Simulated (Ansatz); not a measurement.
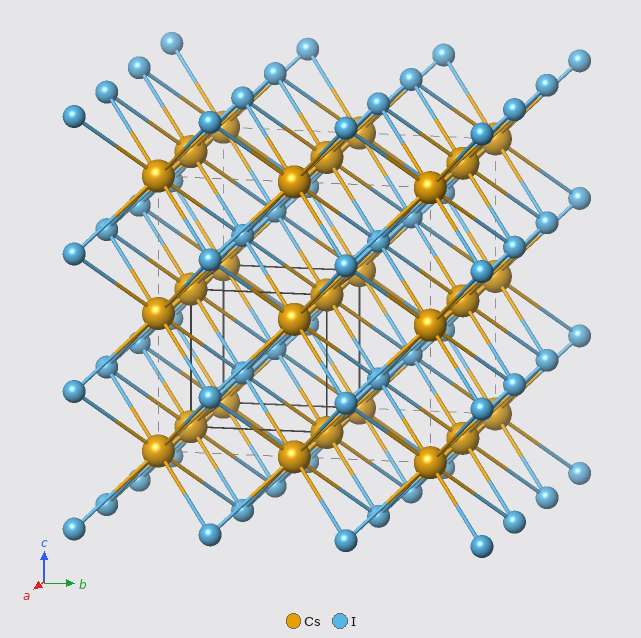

The image is a ball-and-stick drawing of a crystal, viewed slightly off an axis. The picture spans 2×2×2 cells, one conventional unit cell being drawn with solid lines. Some atoms of the next cells are drawn as well.

Cell dimensions are a = 4.67 Å, b = 4.67 Å, c = 4.67 Å, α = 90.00°, β = 90.00°, γ = 90.00°.

The composition is CsI.

> State the space group and its number.

Pm-3m (No. 221), with Cs on 1a and I on 1b.

> What is the name of this structure type?

Caesium chloride (CsCl, B2) type.

> What is Cs bonded to?

Each Cs has eight I in a cubic arrangement at about 4.0 Å.

> How many neighbours does I have, and of what kind?

Eight Cs in a cubic arrangement at about 4.0 Å.

> How do the bonded atoms link up through the crystal?

The bonds build a three-dimensional framework.

It derives from a structure type known for this compound. Earlier steps of the study may have refined or changed the cell and positions. It was the input of a calculation with Ansatz.
